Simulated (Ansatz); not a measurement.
## Two runs on Ge

System: Ge (I4₁/amd, 2 atoms in the cell).
Method of the first run: DFT, PBE, plane waves, PAW, no spin polarisation (Ansatz 0.2.0).

The structure was built on a prototype by a generator. The geometry comes from this level: r2SCAN (a point of a series of strains). Text and figures count atoms from 1; the logs count them from 0 in places.

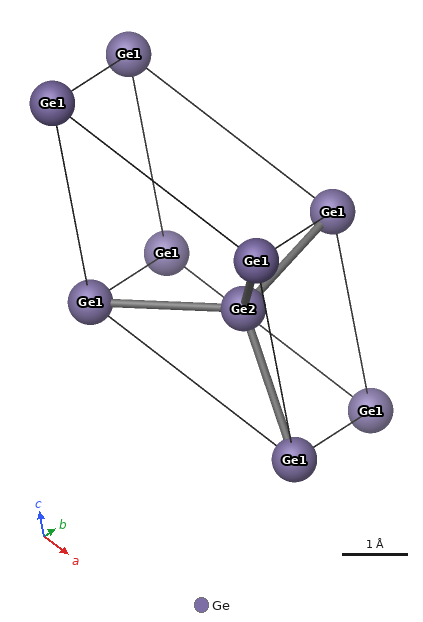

Fig. 1: The structure as given in the input (ball-and-stick view of the reduced cell, seen slightly off an axis; atoms are numbered from 1 in the order of the input). Near neighbours in the crystal (not all of them lie inside the picture): Ge has 4 Ge at 2.47 Å.

Input file, the first run:
```yaml
crystal:
  lattice:
    - [0.0, 2.8368735121, 2.8368735121]
    - [2.8936109824, 0.0, 2.8368735121]
    - [2.8936109824, 2.8368735121, 0.0]
  atoms:
    - { symbol: Ge, position: [0.0, 0.0, 0.0] }
    - { symbol: Ge, position: [0.25, 0.25, 0.25] }
kpoints:
  mp_grid: { grid: [8, 8, 8] }
  band_path:
    path:
      - [0.0, 0.0, 0.0]
      - [0.5, 0.0, 0.5]
      - [0.625, 0.25, 0.625]
      - [0.375, 0.375, 0.75]
      - [0.5, 0.5, 0.5]
      - [0.5, 0.25, 0.75]
      - [0.0, -0.010417, -0.010417]
    npoints: 1
hamiltonian:
  xc: pbe
scf:
  occupations: { method: fermi_dirac, width: 0.02 }
  n_extra_bands: 4
output:
  forces: true
  stress: true
  eigenvalues: true
  write_density: true
  write_potential: true
  elf: true
  volumetric_format: npy
```

Launched with:
```bash
ansatz run input.yaml --threads 4 --pin off --max-ram 4608MiB --backend cpu --events-out ev --progress --plain --runs-dir out
```

Hardware: 4 threads of Arm Neoverse V1, 24 GiB of memory available, shared host.

Output, shortened to warnings, some set-up lines, iterations and results (the first run):
```
Basis set: ecut = 420 eV, 909 PW (Γ), exchange–correlation on 54×60×60 points (8 copies of the dense FFT grid, shifted against one another)
Symmetry: 16 space group operations
k-points: 59 of 512
Initial density: superposition of atomic densities (neutral atoms: chi_scale 0, normalization atom), corrected by the library's trained network
[...]
SCF iter   1: F=—  HF=-8589.948680 eV  |F-HF|=—  |Δ(HF+E_count)|=         —  Δρ=1.42e-3  dr2=1.03e-3  ethr=1.77e-3  ⟨swp⟩=6.0  Hψ=4935  notcnv=0
SCF iter   2: F=—  HF=-8589.948439 eV  |F-HF|=—  |Δ(HF+E_count)|=   2.41e-4  Δρ=8.15e-4  dr2=2.05e-4  ethr=3.67e-6  ⟨swp⟩=2.0  Hψ=2518  notcnv=0
SCF iter   3: F=—  HF=-8589.948452 eV  |F-HF|=—  |Δ(HF+E_count)|=   1.28e-5  Δρ=2.69e-4  dr2=2.57e-5  ethr=7.32e-7  ⟨swp⟩=2.0  Hψ=1889  notcnv=0
SCF iter   4: F=—  HF=-8589.948484 eV  |F-HF|=—  |Δ(HF+E_count)|=   3.18e-5  Δρ=7.76e-5  dr2=2.33e-6  ethr=9.18e-8  ⟨swp⟩=2.0  Hψ=1301  notcnv=0
SCF iter   5: F=-8589.948487 eV  HF=-8589.948487 eV  |F-HF|=9.46e-10  |Δ(HF+E_count)|=   2.72e-6  Δρ=8.37e-6  dr2=1.82e-8  ethr=8.32e-9  ⟨swp⟩=2.0  Hψ=1891  notcnv=0
SCF iter   6: F=-8589.948487 eV  HF=-8589.948487 eV  |F-HF|=1.12e-9  |Δ(HF+E_count)|=   2.05e-8  Δρ=1.62e-6  dr2=5.94e-10  ethr=6.50e-11  ⟨swp⟩=5.0  Hψ=5834  notcnv=0
SCF 1 converged in 6 iterations: F = -8589.948487 eV  dr2 = 5.94e-10
NSCF: frozen V_eff on 7 k-points
SCF converged after 6 iterations
Free energy (F): -8589.948487 eV
Harris-Foulkes:  -8589.948487 eV  (|F-HF|=1.12e-9)
Internal energy: -8589.948301 eV  (E = F + TS)
E sigma→0 (E₀):  -8589.948394 eV
Entropy (-TS):   -0.000185 eV (-0.093 meV/atom)
Fermi energy:    8.248267 eV
--- Per-component energies (eV) ---
  E_band       = -307.265073
  E_kinetic    = 222.454160
  E_local      = -4981.140307  (includes V_loc(G=0)·N_el)
  E_nonlocal   = 836.804857
  E_hartree    = 2184.551531
  E_xc         = -150.921404
  E_vxc        = -128.919694  (∫ρ·V_xc dr)
  E_paw        = -4039.576195  (= ΣΔE_a)
  E_vpaw       = -625.569431  (= ΣTr[D̂ρ^β])
  E_aug_tail   = 0.000638  (compensation charges beyond the density's cutoff)
  E_ewald      = -2662.121582
  E_smearing   = -0.000185  (= −TS)
  E_closure    = -0.000000  (closes the sum)
  Σ components = -8589.948487   (vs F -8589.948487, Δ=0.00e0)
--- Forces (eV/Å), atoms counted from 1 ---
  atom   1  Ge    -0.00000000     0.00000000     0.00000000
  atom   2  Ge     0.00000000     0.00000000     0.00000000
  max |Σ_I F_I| component: 2.78e-17 eV/Å
--- Stress (GPa, compression-positive) ---
        0.723008       0.000000       0.000000
        0.000000       2.107934      -0.000000
        0.000000       0.000000       2.107934
  P = ⅓ Tr σ = 1.6463 GPa (16.463 kbar)
```

The input of the second run differs as follows (lines with − go, lines with + come):
```diff
-    - [0.0, 2.8368735121, 2.8368735121]
-    - [2.8936109824, 0.0, 2.8368735121]
-    - [2.8936109824, 2.8368735121, 0.0]
+    - [0.0, 2.7943204094, 2.7943204094]
+    - [2.7943204094, 0.0, 2.7943204094]
+    - [2.7943204094, 2.7943204094, 0.0]
-      - [0.0, -0.010417, -0.010417]
+      - [0.0, 0.0, 0.5]
```

Predict how the results change.

With the same functional and potentials, the second run lies 35.1 meV per atom higher. A gap of 0.30 eV opens on the mesh, where the first run has none. The pressure goes from 1.65 to 6.62 GPa. The volume per atom goes from 23.29 to 21.82 Å³. The number of SCF iterations is the same. The irreducible k-points go from 59 to 29. The plane waves at Γ go from 909 to 869.

Output, shortened to warnings, some set-up lines, iterations and results (the second run):
```
Basis set: ecut = 420 eV, 869 PW (Γ), exchange–correlation on 54×54×54 points (8 copies of the dense FFT grid, shifted against one another)
Symmetry: 48 space group operations
k-points: 29 of 512
Initial density: superposition of atomic densities (neutral atoms: chi_scale 0, normalization atom), corrected by the library's trained network
[...]
SCF iter   1: F=—  HF=-8589.878503 eV  |F-HF|=—  |Δ(HF+E_count)|=         —  Δρ=1.05e-3  dr2=3.82e-4  ethr=1.77e-3  ⟨swp⟩=6.1  Hψ=2428  notcnv=0
SCF iter   2: F=—  HF=-8589.878177 eV  |F-HF|=—  |Δ(HF+E_count)|=   3.26e-4  Δρ=7.04e-4  dr2=9.82e-5  ethr=1.37e-6  ⟨swp⟩=2.1  Hψ=1200  notcnv=0
SCF iter   3: F=—  HF=-8589.878149 eV  |F-HF|=—  |Δ(HF+E_count)|=   2.79e-5  Δρ=3.20e-4  dr2=2.05e-5  ethr=3.51e-7  ⟨swp⟩=2.0  Hψ=928  notcnv=0
SCF iter   4: F=—  HF=-8589.878188 eV  |F-HF|=—  |Δ(HF+E_count)|=   3.88e-5  Δρ=7.09e-5  dr2=1.57e-6  ethr=7.31e-8  ⟨swp⟩=2.0  Hψ=929  notcnv=0
SCF iter   5: F=—  HF=-8589.878188 eV  |F-HF|=—  |Δ(HF+E_count)|=   6.87e-8  Δρ=2.13e-5  dr2=9.18e-8  ethr=5.62e-9  ⟨swp⟩=2.0  Hψ=929  notcnv=0
SCF iter   6: F=-8589.878188 eV  HF=-8589.878188 eV  |F-HF|=8.25e-9  |Δ(HF+E_count)|=   7.20e-8  Δρ=5.12e-6  dr2=5.08e-9  ethr=3.28e-10  ⟨swp⟩=7.8  Hψ=3350  notcnv=0
SCF 1 converged in 6 iterations: F = -8589.878188 eV  dr2 = 5.08e-9
NSCF: frozen V_eff on 7 k-points
SCF converged after 6 iterations
Free energy (F): -8589.878188 eV
Harris-Foulkes:  -8589.878188 eV  (|F-HF|=8.25e-9)
Internal energy: -8589.878185 eV  (E = F + TS)
E sigma→0 (E₀):  -8589.878187 eV
Entropy (-TS):   -0.000003 eV (-0.001 meV/atom)
Fermi energy:    9.223349 eV
--- Per-component energies (eV) ---
  E_band       = -286.210555
  E_kinetic    = 224.326688
  E_local      = -4887.745239  (includes V_loc(G=0)·N_el)
  E_nonlocal   = 837.831009
  E_hartree    = 2148.136784
  E_xc         = -151.808587
  E_vxc        = -130.133021  (∫ρ·V_xc dr)
  E_paw        = -4040.221882  (= ΣΔE_a)
  E_vpaw       = -626.759714  (= ΣTr[D̂ρ^β])
  E_aug_tail   = 0.000537  (compensation charges beyond the density's cutoff)
  E_ewald      = -2720.397496
  E_smearing   = -0.000003  (= −TS)
  E_closure    = 0.000000  (closes the sum)
  Σ components = -8589.878188   (vs F -8589.878188, Δ=0.00e0)
--- Forces (eV/Å), atoms counted from 1 ---
  atom   1  Ge     0.00000000    -0.00000000     0.00000000
  atom   2  Ge     0.00000000    -0.00000000     0.00000000
  max |Σ_I F_I| component: 2.78e-17 eV/Å
--- Stress (GPa, compression-positive) ---
        6.624386      -0.000000       0.000000
       -0.000000       6.624386       0.000000
       -0.000000      -0.000000       6.624386
  P = ⅓ Tr σ = 6.6244 GPa (66.244 kbar)
```

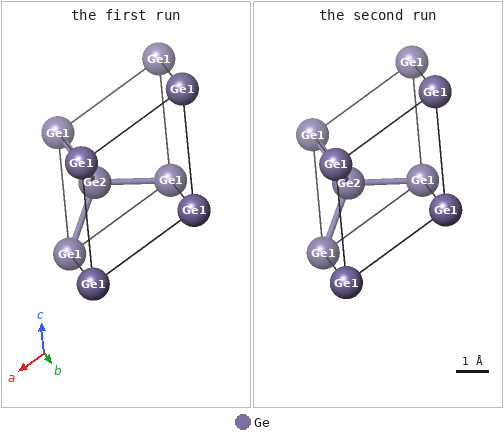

Fig. 2: The two input geometries at one scale (ball-and-stick view of the reduced cell, seen at an oblique angle). The atoms keep their places relative to the cell (all moves are under 0.005 Å). The volume changes by −6.3 %, with a = b 4.012 → 3.952 Å (−1.5 %), c 4.052 → 3.952 Å (−2.5 %), α 119.7° → 120.0°, β 119.7° → 120.0°. Among the contacts that change: Ge1–Ge2 2.473 → 2.420 Å.

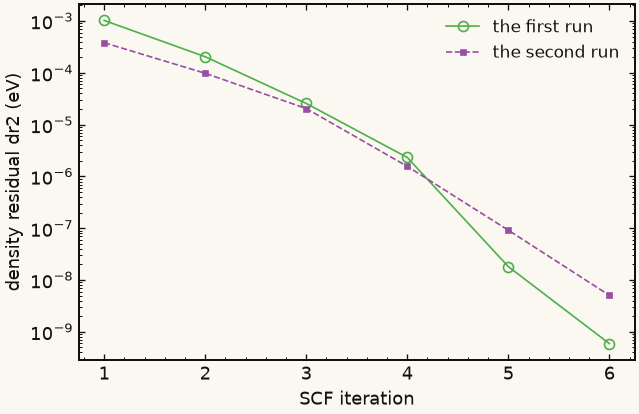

Fig. 3: Convergence of the two runs: density residual dr2 against the SCF iteration. The first run takes 6 iterations in all, and the second run takes 6.

The two runs side by side:

| quantity | the first run | the second run |
| --- | --- | --- |
| outcome | converged | converged |
| free energy per atom (eV) | −4294.9742 | −4294.9391 |
| gap on the mesh (eV) | 0.00 | 0.30 |
| pressure (GPa) | 1.65 | 6.62 |
| volume per atom (Å³) | 23.29 | 21.82 |
| largest force (eV/Å) | 0.000 | 0.000 |
| SCF iterations | 6 | 6 |
| irreducible k-points | 59 | 29 |
| plane waves at Γ | 909 | 869 |
| wall time (shared host) | 1.1 s | 0.67 s |

For the second run: The cell is under a pressure of 6.6 GPa at this level, so it is not at its equilibrium volume.
